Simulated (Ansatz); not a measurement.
Run report: Hf3O7, geometry relaxation (part 4 of 4)

Hf3O7 (slab, 10 atoms in the cell); DFT PBEsol, scalar-relativistic, plane waves, PAW, spin-polarised (Ansatz 0.2.0); cutoff 420 eV, 8×8×1 k-mesh, Gaussian smearing of 0.05 eV, collinear spins. The structure derives from an entry of the Crystallography Open Database. The input holds or restrains some coordinates. Forces given for the steps count only the free coordinates. It belongs to a series of runs on one base structure; here: O put at a hollow O-O site.

Geometry of the input (Å; fractional positions):
```
3.5666  0.0000  0.0000
0.0000  3.5666  0.0000
0.0000  0.0000  25.3049
O  0.5000  0.0000  0.3359
O  0.0000  0.5000  0.3359
Hf 0.5000  0.5000  0.3857
O  0.0000  0.5000  0.4356
O  0.5000  0.0000  0.4356
Hf 0.0000  0.0000  0.4783
O  0.5000  0.0000  0.5368
O  0.0000  0.5000  0.5368
Hf 0.5000  0.5000  0.5758
O  0.7500  0.7500  0.6572
```

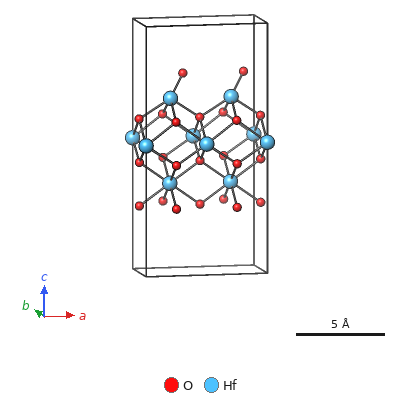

The geometry at step 5 of the log (ball-and-stick view of the 2 × 1 repeat of the cell, with the vacuum cut short, seen slightly off an axis).

### Output, continued
```
  k-point 2 ↑: bands = ["-61.7065", "-61.5812", "-61.1282", "-30.6687", "-30.5479", "-30.3938", "-30.3622", "-30.3195", "-30.2216", "-29.9134", "-29.8921", "-29.7696", "-18.8764", "-18.1504", "-17.7286", "-17.2917", "-17.0152", "-16.1912", "-15.7180", "-11.5934", "-11.5873", "-11.5807", "-11.5724", "-11.5641", "-11.5558", "-11.5500", "-11.5363", "-11.5084", "-11.4725", "-11.4535", "-11.4271", "-11.3822", "-11.3455", "-11.0299", "-11.0233", "-11.0093", "-11.0058", "-11.0000", "-10.9945", "-10.9439", "-6.1754", "-5.7469", "-5.5693", "-5.3910", "-5.0899", "-4.9709", "-4.0594", "-3.6753", "-3.5990", "-3.1245", "-2.9588", "-2.7145", "-2.3563", "-2.2333", "-1.9007", "-1.6458", "-1.3347", "-1.0601", "-1.0003", "-0.8629", "-0.8400", "3.5063", "3.7186", "3.9034", "4.1073", "4.4546", "4.7152", "4.9497", "5.7662", "6.2591", "6.6673", "7.1300", "7.3508", "7.9271"]
  k-point 20 ↓: bands = ["-61.6987", "-61.5745", "-61.1233", "-30.7233", "-30.6905", "-30.4839", "-30.4236", "-30.4142", "-30.3054", "-30.0278", "-30.0275", "-29.8302", "-17.8068", "-17.8062", "-17.5493", "-17.5479", "-16.3277", "-16.3276", "-15.6603", "-11.5857", "-11.5849", "-11.5776", "-11.5772", "-11.5722", "-11.5596", "-11.5556", "-11.5441", "-11.5282", "-11.4720", "-11.4660", "-11.4083", "-11.4039", "-11.3614", "-11.0269", "-11.0207", "-11.0152", "-11.0152", "-11.0122", "-10.9850", "-10.9849", "-7.0384", "-6.9876", "-5.6706", "-5.5296", "-4.0743", "-4.0413", "-3.8243", "-3.7236", "-3.1443", "-3.0835", "-2.4907", "-2.4069", "-2.0509", "-2.0495", "-1.7851", "-1.3057", "-1.3035", "-1.1788", "-1.0060", "-0.3554", "0.5522", "3.3111", "3.4846", "3.9166", "4.7850", "4.8572", "5.0513", "5.7242", "6.0888", "6.3167", "6.4344", "6.5105", "7.2061", "7.2459"]
--- Relaxed structure (9 steps of the walk, 9 accepted, 0 SCFs on fresh bases) ---
  F+E_penalty+E_count = -50728.00607977 eV   max|allowed force component| = 2.396e-2 eV/Å
  atoms:
    - { symbol: O, position: [0.5, 0.0, 0.33590354860000005] }
    - { symbol: O, position: [0.0, 0.5, 0.33590354860000005] }
    - { symbol: Hf, position: [0.5, 0.5, 0.38573490340000005] }
    - { symbol: O, position: [0.0, 0.5, 0.4355662581000001] }
    - { symbol: O, position: [0.5, 0.0, 0.4355662581000001] }
    - { symbol: Hf, position: [0.004381356289862264, 0.00438135628986226, 0.4842843515420454] }
    - { symbol: O, position: [0.49669417374222646, 0.009265723299263786, 0.5346832746571762] }
    - { symbol: O, position: [0.009265723299263786, 0.49669417374222646, 0.5346832746571762] }
    - { symbol: Hf, position: [0.5516227395267324, 0.5516227395267324, 0.5827516783118325] }
    - { symbol: O, position: [0.87681300545547, 0.87681300545547, 0.6209122788725842] }
--- Löwdin populations: 10 sites ---
  site symbol       q [e]    m [muB]
     0      O      6.3330     0.1276
     1      O      6.3330     0.1276
     2     Hf     24.5888    -0.0137
     3      O      6.6475     0.0160
     4      O      6.6475     0.0160
     5     Hf     24.5887    -0.0016
     6      O      6.6293     0.0029
     7      O      6.6293     0.0029
     8     Hf     24.5861    -0.0006
     9      O      6.6788     0.0053
  spilling = 0.002815 (of n_electrons = 120.000000)
```

### File populations.tsv
```
# site	symbol	l	j	q_up	q_dn
# orbitals = lowdin
# n_electrons = 120.000000
# spilling = 0.002815
0	O	0_2S	-	0.918711	0.916940
0	O	1_2P	-	2.311599	2.185721
1	O	0_2S	-	0.918711	0.916940
1	O	1_2P	-	2.311599	2.185721
2	Hf	0_5S	-	0.987220	0.987169
2	Hf	0_6S	-	0.219921	0.221724
2	Hf	1_5P	-	2.994361	2.994124
2	Hf	2_5D	-	1.087832	1.100750
2	Hf	3_4F	-	6.998222	6.997516
3	O	0_2S	-	0.845109	0.844728
3	O	1_2P	-	2.486684	2.471024
4	O	0_2S	-	0.845109	0.844728
4	O	1_2P	-	2.486684	2.471024
5	Hf	0_5S	-	0.983765	0.983770
5	Hf	0_6S	-	0.225967	0.226366
5	Hf	1_5P	-	2.993038	2.992988
5	Hf	2_5D	-	1.091776	1.093125
5	Hf	3_4F	-	6.998983	6.998923
6	O	0_2S	-	0.843990	0.843898
6	O	1_2P	-	2.472114	2.469335
7	O	0_2S	-	0.843990	0.843898
7	O	1_2P	-	2.472114	2.469335
8	Hf	0_5S	-	0.987899	0.987898
8	Hf	0_6S	-	0.216089	0.216188
8	Hf	1_5P	-	2.987539	2.987525
8	Hf	2_5D	-	1.103573	1.104123
8	Hf	3_4F	-	6.997662	6.997640
9	O	0_2S	-	0.896634	0.896579
9	O	1_2P	-	2.445401	2.440156
```

### Trajectory as extended XYZ (Å, eV, eV/Å), 9 frames, from step=1 to step=9
```
10
Lattice="3.5666 0.0000 0.0000 0.0000 3.5666 0.0000 0.0000 0.0000 25.3049" Properties=species:S:1:pos:R:3:forces:R:3 step=1 energy=-50725.37369
O     1.7833    0.0000    8.5000    0.0003   0.0001   1.7591
O     0.0000    1.7833    8.5000    0.0001   0.0003   1.7591
Hf    1.7833    1.7833    9.7610   -0.0009  -0.0009  -7.4784
O     0.0000    1.7833   11.0220    0.0033  -0.0147   1.9182
O     1.7833    0.0000   11.0220   -0.0147   0.0033   1.9182
Hf    0.0000    0.0000   12.1036    0.0166   0.0166   0.1803
O     1.7833    0.0000   13.5838   -0.1516  -0.3689  -0.1710
O     0.0000    1.7833   13.5838   -0.3689  -0.1516  -0.1710
Hf    1.7833    1.7833   14.5705    1.6320   1.6320   4.6974
O     2.6749    2.6749   16.6305   -1.1166  -1.1166  -4.4113
10
Lattice="3.5666 0.0000 0.0000 0.0000 3.5666 0.0000 0.0000 0.0000 25.3049" Properties=species:S:1:pos:R:3:forces:R:3 step=2 energy=-50726.76845
O     1.7833    0.0000    8.5000    0.0001   0.0002   1.4243
O     0.0000    1.7833    8.5000    0.0002   0.0001   1.4243
Hf    1.7833    1.7833    9.7610    0.0003   0.0003  -6.2462
O     0.0000    1.7833   11.0220   -0.0020  -0.0156   1.5434
O     1.7833    0.0000   11.0220   -0.0156  -0.0020   1.5434
Hf    0.0003    0.0003   12.1135    0.0352   0.0352   1.6323
O     1.7818    0.0098   13.6143   -0.0739  -0.4121  -0.1349
O     0.0098    1.7818   13.6143   -0.4121  -0.0739  -0.1349
Hf    1.8148    1.8148   14.6802    1.5354   1.5354   2.6343
O     2.6349    2.6349   16.4440   -1.0675  -1.0675  -3.6856
10
Lattice="3.5666 0.0000 0.0000 0.0000 3.5666 0.0000 0.0000 0.0000 25.3049" Properties=species:S:1:pos:R:3:forces:R:3 step=3 energy=-50727.48457
O     1.7833    0.0000    8.5000    0.0007  -0.0013   0.9172
O     0.0000    1.7833    8.5000   -0.0013   0.0007   0.9172
Hf    1.7833    1.7833    9.7610    0.0033   0.0033  -4.0868
O     0.0000    1.7833   11.0220   -0.0028  -0.0090   1.2606
O     1.7833    0.0000   11.0220   -0.0090  -0.0028   1.2606
Hf    0.0015    0.0015   12.1830    0.0302   0.0302   1.4021
O     1.7831    0.0102   13.6210   -0.0596  -0.1694  -0.2601
O     0.0102    1.7831   13.6210   -0.1694  -0.0596  -0.2601
Hf    1.8629    1.8629   14.7456   -0.2415  -0.2415  -1.1077
O     2.5845    2.5845   16.2625    0.4493   0.4493  -0.0431
10
Lattice="3.5666 0.0000 0.0000 0.0000 3.5666 0.0000 0.0000 0.0000 25.3049" Properties=species:S:1:pos:R:3:forces:R:3 step=4 energy=-50727.65108
O     1.7833    0.0000    8.5000    0.0012  -0.0016   0.7848
O     0.0000    1.7833    8.5000   -0.0016   0.0012   0.7848
Hf    1.7833    1.7833    9.7610    0.0009   0.0009  -3.4583
O     0.0000    1.7833   11.0220    0.0049  -0.0555   1.1655
O     1.7833    0.0000   11.0220   -0.0555   0.0049   1.1655
Hf   -0.0020   -0.0020   12.2222    0.0279   0.0279  -0.3942
O     1.7677   -0.0085   13.5629   -0.1289  -0.0255  -0.2378
O    -0.0085    1.7677   13.5629   -0.0255  -0.1289  -0.2378
Hf    1.8481    1.8481   14.6521   -0.0491  -0.0491   0.8872
O     2.6613    2.6613   16.1006    0.2255   0.2255  -0.4597
10
Lattice="3.5666 0.0000 0.0000 0.0000 3.5666 0.0000 0.0000 0.0000 25.3049" Properties=species:S:1:pos:R:3:forces:R:3 step=5 energy=-50727.78574
O     1.7833    0.0000    8.5000    0.0023  -0.0025   0.7306
O     0.0000    1.7833    8.5000   -0.0025   0.0023   0.7306
Hf    1.7833    1.7833    9.7610   -0.0027  -0.0027  -3.1657
O     0.0000    1.7833   11.0220    0.0144  -0.1130   0.8606
O     1.7833    0.0000   11.0220   -0.1130   0.0144   0.8606
Hf   -0.0070   -0.0070   12.2168    0.0256   0.0256   0.0049
O     1.7494   -0.0277   13.5443   -0.1694   0.0001  -0.1365
O    -0.0277    1.7494   13.5443    0.0001  -0.1694  -0.1365
Hf    1.8392    1.8392   14.6712   -0.0027  -0.0027   0.6766
O     2.7717    2.7717   15.9838    0.2481   0.2481  -0.4252
10
Lattice="3.5666 0.0000 0.0000 0.0000 3.5666 0.0000 0.0000 0.0000 25.3049" Properties=species:S:1:pos:R:3:forces:R:3 step=6 energy=-50727.91604
O     1.7833    0.0000    8.5000    0.0033  -0.0023   0.6550
O     0.0000    1.7833    8.5000   -0.0023   0.0033   0.6550
Hf    1.7833    1.7833    9.7610   -0.0074  -0.0074  -2.6335
O     0.0000    1.7833   11.0220    0.0165  -0.1847   0.7156
O     1.7833    0.0000   11.0220   -0.1847   0.0165   0.7156
Hf   -0.0141   -0.0141   12.2387    0.0095   0.0095   0.0667
O     1.7223   -0.0442   13.5456   -0.0674  -0.0409  -0.0608
O    -0.0442    1.7223   13.5456   -0.0409  -0.0674  -0.0608
Hf    1.8365    1.8365   14.7224    0.0717   0.0717   0.2781
O     2.8861    2.8861   15.8720    0.2017   0.2017  -0.3308
10
Lattice="3.5666 0.0000 0.0000 0.0000 3.5666 0.0000 0.0000 0.0000 25.3049" Properties=species:S:1:pos:R:3:forces:R:3 step=7 energy=-50727.97653
O     1.7833    0.0000    8.5000    0.0027  -0.0016   0.6297
O     0.0000    1.7833    8.5000   -0.0016   0.0027   0.6297
Hf    1.7833    1.7833    9.7610   -0.0036  -0.0036  -2.4566
O     0.0000    1.7833   11.0220   -0.0128  -0.0778   0.6149
O     1.7833    0.0000   11.0220   -0.0778  -0.0128   0.6149
Hf   -0.0102   -0.0102   12.2453    0.1184   0.1184   0.0366
O     1.7667    0.0118   13.5368   -0.1669  -0.0357  -0.1330
O     0.0118    1.7667   13.5368   -0.0357  -0.1669  -0.1330
Hf    1.9067    1.9067   14.7222   -0.0057  -0.0057   0.2717
O     3.0112    3.0112   15.7787    0.1831   0.1831  -0.0748
10
Lattice="3.5666 0.0000 0.0000 0.0000 3.5666 0.0000 0.0000 0.0000 25.3049" Properties=species:S:1:pos:R:3:forces:R:3 step=8 energy=-50728.00363
O     1.7833    0.0000    8.5000    0.0012  -0.0032   0.5914
O     0.0000    1.7833    8.5000   -0.0032   0.0012   0.5914
Hf    1.7833    1.7833    9.7610    0.0084   0.0084  -2.1191
O     0.0000    1.7833   11.0220   -0.0132  -0.0322   0.4538
O     1.7833    0.0000   11.0220   -0.0322  -0.0132   0.4538
Hf    0.0064    0.0064   12.2593    0.0345   0.0345  -0.0906
O     1.7658    0.0298   13.5245    0.0524  -0.0041   0.0899
O     0.0298    1.7658   13.5245   -0.0041   0.0524   0.0899
Hf    1.9744    1.9744   14.7514   -0.0561  -0.0561  -0.1208
O     3.1402    3.1402   15.6969    0.0124   0.0124   0.0604
10
Lattice="3.5666 0.0000 0.0000 0.0000 3.5666 0.0000 0.0000 0.0000 25.3049" Properties=species:S:1:pos:R:3:forces:R:3 step=9 energy=-50728.00608
O     1.7833    0.0000    8.5000    0.0019  -0.0027   0.5947
O     0.0000    1.7833    8.5000   -0.0027   0.0019   0.5947
Hf    1.7833    1.7833    9.7610    0.0112   0.0112  -2.2132
O     0.0000    1.7833   11.0220   -0.0083   0.0009   0.5120
O     1.7833    0.0000   11.0220    0.0009  -0.0083   0.5120
Hf    0.0156    0.0156   12.2548   -0.0106  -0.0106   0.0013
O     1.7715    0.0330   13.5301    0.0110   0.0142  -0.0030
O     0.0330    1.7715   13.5301    0.0142   0.0110  -0.0030
Hf    1.9674    1.9674   14.7465   -0.0033  -0.0033   0.0240
O     3.1272    3.1272   15.7121   -0.0142  -0.0142  -0.0195
```

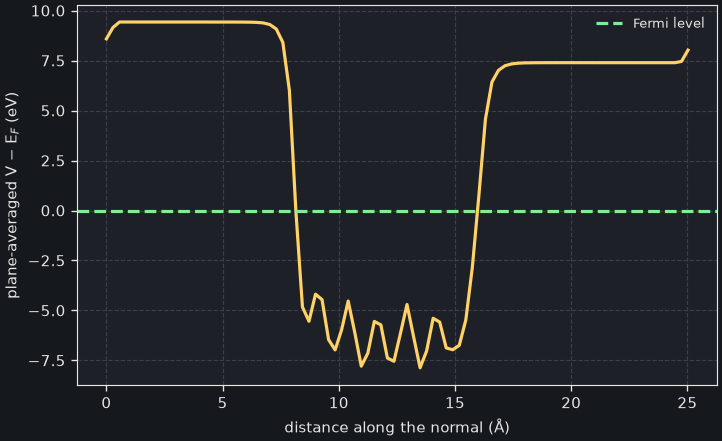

Plane average of the electrostatic potential energy of an electron across the cell, from the Fermi level. The vacuum level lies 7.40 eV above the Fermi level on the upper side and 9.43 eV on the lower.

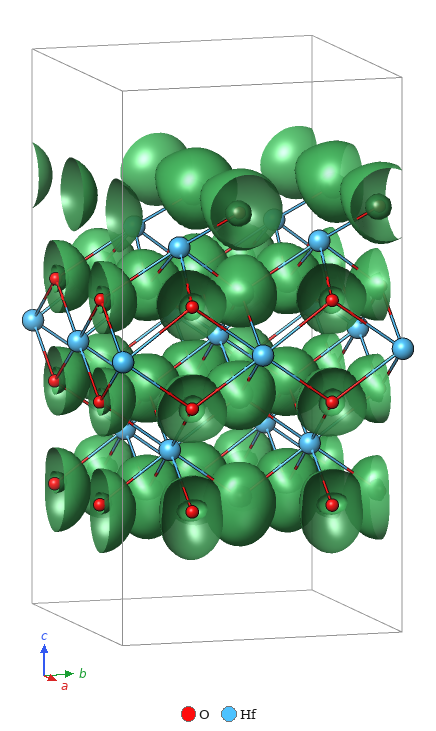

Isosurface of the ELF at 0.65 (green), seen slightly off an axis. Core shells and regions of very low density are left out. Sticks mark near contacts. Profiles from the grid: Hf–O (1.90 Å): the ELF peaks at about 0.80 in the valence shell of O, 0.5 Å from its nucleus, and drops to about 0.25 between the two atoms (no shared pair; the contact is polar). Hf–O (2.05 Å): the ELF peaks at about 0.85 in the valence shell of O, 0.6 Å from its nucleus, and drops to about 0.20 between the two atoms; no shared pair; the contact is polar. The fields are those of the smooth PAW valence density.

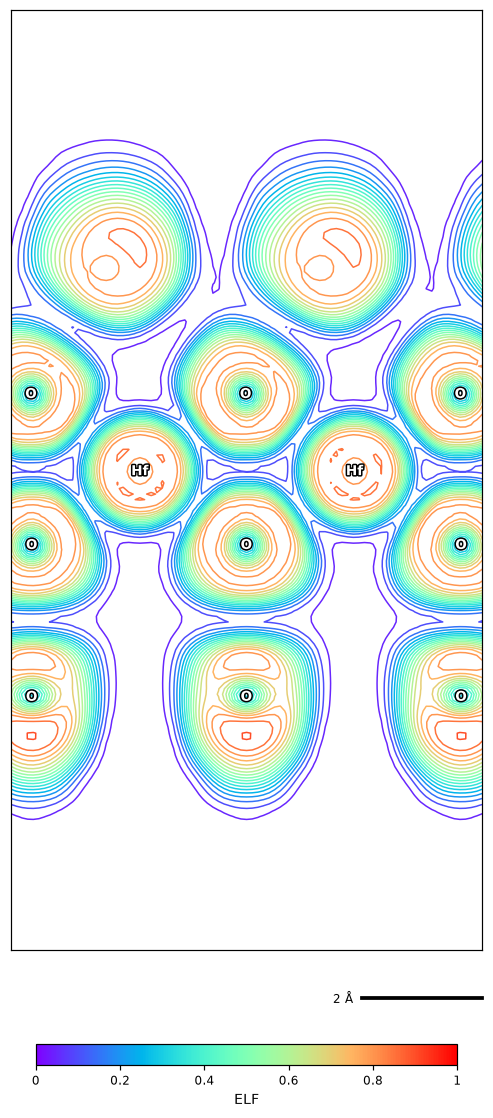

Electron localisation function on the (010) plane of the calculation cell, a cut from vacuum to vacuum. The section cuts through O and Hf sites. Hf–O (2.18 Å): the ELF peaks at about 0.85 in the valence shell of O, 0.6 Å from its nucleus, and drops to about 0.15 between the two atoms (a polar contact without a shared pair, in a metal). The strong features right at Hf lie inside the PAW spheres (semicore, d or f shells) and say nothing about bonding.

### Results in brief

- outcome: converged under the restraints of the input
- electrons treated: 120
- free energy: −50728.0061 eV
- work function, top face: 7.40 eV
- work function, bottom face: 9.43 eV
- Fermi energy: −0.716 eV
- gap on the k-point mesh: none (metallic)
- net moment of the cell: 0.28 μB
- integrated absolute moment: 0.30 μB
- final volume: 321.89 Å³
- work function (upper face): 7.40 eV
- largest force (length of the vector) at the end, held atoms and coordinates included: 2.213 eV/Å
- wall time: 37 min (CPU time 73 min)
- peak memory: 2.2 GiB

### Remarks

The electronic state found may not be the lowest one. Notes on the run: a screening estimate came out negative during mixing; the exchange-correlation potential is rough where the density is thin. Spin–orbit coupling is left out, which matters for Hf.
